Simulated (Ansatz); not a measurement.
Hf8HO16 (cell with a defect)

Input file:

```
crystal:
  lattice:
    - [0.0, -5.0692310538, 5.1009634478]
    - [0.0, -5.0692310538, -5.1009634478]
    - [5.2938029111, 5.0692310538, 0.0]
  atoms:
    - { symbol: Hf, position: [0.5031562814, 0.2631706526, 0.0326151407] }
    - { symbol: Hf, position: [0.0031562814, 0.7631706526, 0.0326151407] }
    - { symbol: Hf, position: [0.9705411407, 0.2305555119, 0.4673848593] }
    - { symbol: Hf, position: [0.4705411407, 0.7305555119, 0.4673848593] }
    - { symbol: Hf, position: [0.5194444881, 0.2794588593, 0.5326151407] }
    - { symbol: Hf, position: [0.0194444881, 0.7794588593, 0.5326151407] }
    - { symbol: Hf, position: [0.9854284481, 0.2597358291, 0.9757173965], spin: 0.143 }
    - { symbol: Hf, position: [0.4868293474, 0.7468437186, 0.9673848593] }
    - { symbol: O, position: [0.8404753398, 0.4573225972, 0.3653937409] }
    - { symbol: O, position: [0.3404753398, 0.9573225972, 0.3653937409] }
    - { symbol: O, position: [0.9750815989, 0.0919288563, 0.1346062591] }
    - { symbol: O, position: [0.4796894131, 0.5856667785, 0.1276197187], spin: 0.143 }
    - { symbol: O, position: [0.8661191672, 0.3529241945, 0.7117527904], spin: 0.143 }
    - { symbol: O, position: [0.3781164375, 0.8882548088, 0.7291834876] }
    - { symbol: O, position: [0.1566483536, 0.1483868636, 0.7857980607], spin: 0.143 }
    - { symbol: O, position: [0.6489329499, 0.6590713212, 0.7708165124] }
    - { symbol: O, position: [0.8617451912, 0.8718835625, 0.2708165124] }
    - { symbol: O, position: [0.365813367, 0.3914521227, 0.2786498729], spin: 0.143 }
    - { symbol: O, position: [0.5909286788, 0.1010670501, 0.2291834876] }
    - { symbol: O, position: [0.0964226713, 0.5987487257, 0.2388379237], spin: 0.143 }
    - { symbol: O, position: [0.6580711437, 0.2749184011, 0.8653937409] }
    - { symbol: O, position: [0.1580711437, 0.7749184011, 0.8653937409] }
    - { symbol: O, position: [0.7926774028, 0.9095246602, 0.6346062591] }
    - { symbol: O, position: [0.2926774028, 0.4095246602, 0.6346062591] }
    - { symbol: H, position: [0.1622648996, 0.4699833813, 0.0183000617], spin: 0.143 }
  host:
    lattice:
      - [5.2938029111, 0.0, 0.0]
      - [0.0, 5.0692310538, 0.0]
      - [0.0, 0.0, 5.1009634478]
    atoms:
      - { symbol: Hf, position: [0.0326151407, 0.2662882067, 0.2399856288] }
      - { symbol: Hf, position: [0.4673848593, 0.2662882067, 0.7399856288] }
      - { symbol: Hf, position: [0.5326151407, 0.7337117933, 0.2399856288] }
      - { symbol: Hf, position: [0.9673848593, 0.7337117933, 0.7399856288] }
      - { symbol: O, position: [0.3653937409, 0.0675958039, 0.3831527426] }
      - { symbol: O, position: [0.1346062591, 0.0675958039, 0.8831527426] }
      - { symbol: O, position: [0.7291834876, 0.4628122413, 0.4898616287] }
      - { symbol: O, position: [0.7708165124, 0.4628122413, 0.9898616287] }
      - { symbol: O, position: [0.2708165124, 0.5371877587, 0.9898616287] }
      - { symbol: O, position: [0.2291834876, 0.5371877587, 0.4898616287] }
      - { symbol: O, position: [0.8653937409, 0.9324041961, 0.3831527426] }
      - { symbol: O, position: [0.6346062591, 0.9324041961, 0.8831527426] }
basis:
  ecutwfc: 420
  xc_grid: 2
kpoints:
  mp_grid: { grid: [2, 2, 2], shift: [0.5, 0.5, 0.5] }
hamiltonian:
  xc: pbe
scf:
  occupations: { method: gaussian, width: 0.01 }
output:
  forces: true
  stress: false
  eigenvalues: true
  populations: true
  charged_corrections:
    defect_position: [0.16666667, 0.45833333, 0.0]
    epsilon: [[21.1335, 0.0, 0.0], [0.0, 26.955, 0.0], [0.0, 0.0, 24.4134]]
  write_density: true
  write_potential: true
  elf: true
  volumetric_format: npy
magnetization:
  spin_polarized: true
relax:
  adjacent_minimum: "off"
  f_tol: 0.025
  max_steps: 45
```

Launched as:

```sh
ansatz run input.yaml --threads 4 --pin off --max-ram 10240MiB --backend cpu --events-out ev --progress --plain --runs-dir out
```

The fields are those of the run's last geometry, not of the input's.

Spin-polarised.

Method: DFT PBE, scalar-relativistic, plane waves, PAW (Ansatz).

Core electrons are frozen (PAW), and the valence fields are smoothed inside the atomic spheres.

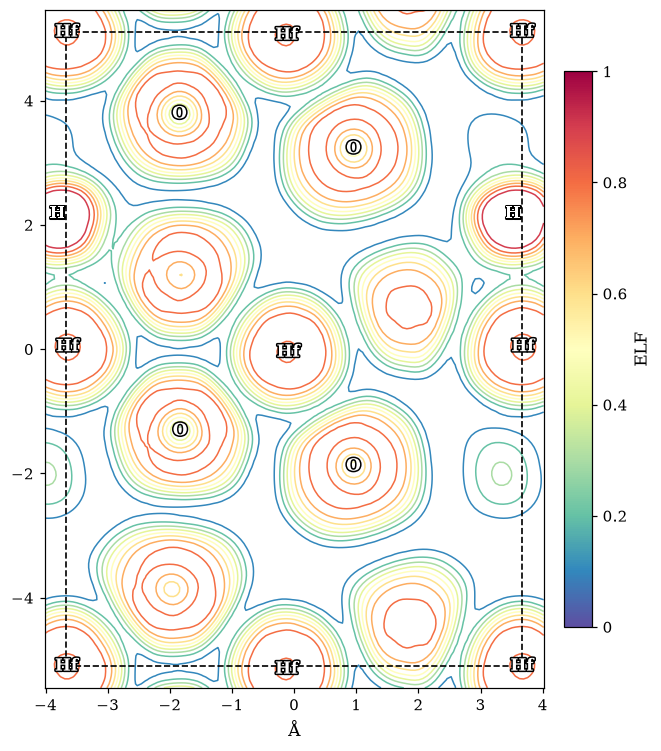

Figure 1. Electron localisation function on the (110) plane of the calculation cell.

> What does the map show?

- Atoms in the plane: Hf, O and H.
- Atoms just off the plane (O, 0.3 Å away) can leave unmarked features too.
- Hf–H (2.16 Å): the ELF climbs to about 1 towards the hydrogen.
- Hf–O (2.15 Å): the ELF peaks at about 0.85 in the valence shell of O, 0.6 Å from its nucleus, and drops to about 0.15 between the two atoms: no shared electron pair shows on this line.
- Hf–O (2.25 Å): the ELF peaks at about 0.85 in the valence shell of O, 0.6 Å from its nucleus, and drops to about 0.15 between the two atoms; no localised pair shows between them.
- The features right at Hf lie inside the PAW spheres, where the map follows smoothed inner orbitals and isn't to be read closely.

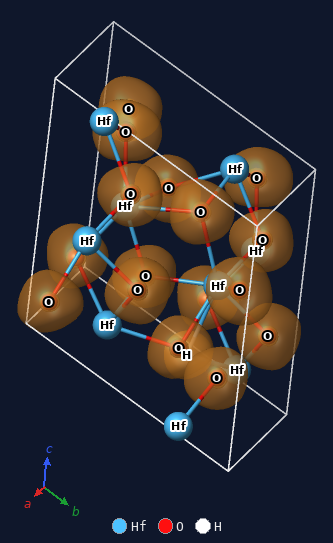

Figure 2. Isosurface of the electron localisation function at 0.6 (orange), seen slightly off an axis. Core shells and regions of very low density are left out. Sticks mark near contacts.

> Where are the electrons localised?

At this value the surface marks out one region around a hydrogen nucleus and 16 regions wrapped around O (the valence shell of each), counted in one cell of 25 atoms. Regions shared between cells count once. Along the contacts the grid gives the following. Hf–O (2.04 Å): the ELF peaks at about 0.85 in the valence shell of O, 0.6 Å from its nucleus, and drops to about 0.20 between the two atoms; no shared electron pair shows on this line.

> Metal or insulator at this level of theory?

It is gapped, with a Kohn–Sham gap of 1.1 eV on the k-point mesh, an upper bound to the gap of this method.
